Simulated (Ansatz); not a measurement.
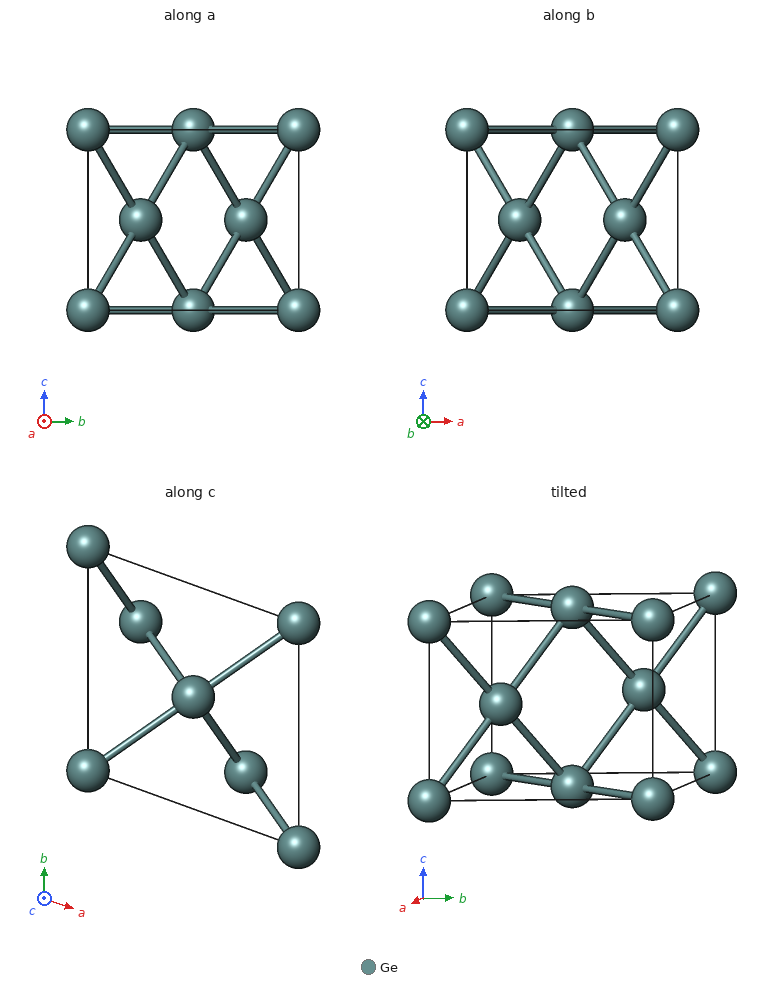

Ball-and-stick model, viewed along the a axis, along the b axis, along the c axis and slightly off an axis. The wireframe shows the unit cell.

Lattice parameters: a = 4.644 Å, b = 4.644 Å, c = 3.741 Å, α = 90.00°, β = 90.00°, γ = 109.99°. Put a along x and b in the xy plane.

### Express the structure as a POSCAR file.

```
Ge
1.0
     4.644    0.000    0.000
    -1.587    4.365    0.000
     0.000    0.000    3.741
Ge
4
Direct
  0.0000 0.0000 0.0000
  0.5000 0.5000 0.0000
  0.7500 0.2500 0.5000
  0.2500 0.7500 0.5000
```

Its origin is a structure type filled with this element by a generator (whether the element takes this form wasn't checked). It is drawn as it came out of a relaxation with DFT PBEsol, scalar-relativistic, plane waves, PAW in Ansatz.
